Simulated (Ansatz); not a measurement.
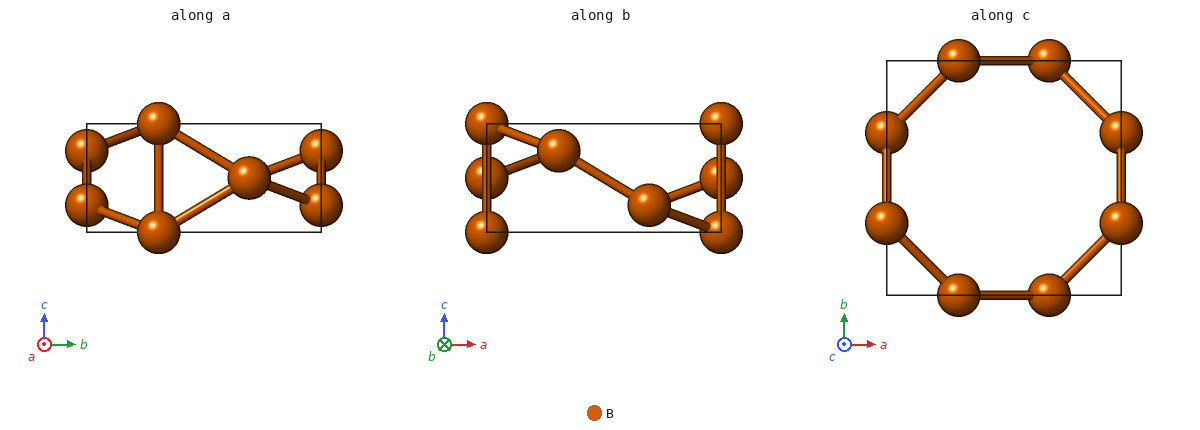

Structure drawing (ball-and-stick), viewed along the a axis, along the b axis and along the c axis. Thin lines show the conventional unit cell, with boundary atoms drawn in all their periodic places.

Lattice parameters: a = 4.0115 Å, b = 4.0115 Å, c = 1.8608 Å, α = 90.000°, β = 90.000°, γ = 90.000°.

Q: Set out the cell and atoms as a CIF with its space group and independent sites, with free fractional coordinates to two decimals.

A:
```cif
data_structure
_symmetry_space_group_name_H-M 'P 41 2 2'
_symmetry_Int_Tables_number 91
_cell_length_a 4.0115
_cell_length_b 4.0115
_cell_length_c 1.8608
_cell_angle_alpha 90.000
_cell_angle_beta 90.000
_cell_angle_gamma 90.000
_cell_volume 29.94
loop_
_atom_site_label
_atom_site_type_symbol
_atom_site_symmetry_multiplicity
_atom_site_Wyckoff_symbol
_atom_site_fract_x
_atom_site_fract_y
_atom_site_fract_z
_atom_site_occupancy
B1 B 4 a 0.31 0.00 0.75 1
```

The initial geometry was a structure type filled with this element by a generator (whether the element takes this form wasn't checked). This is the structure after a relaxation with Ansatz, DFT PBE, scalar-relativistic, plane waves, PAW.
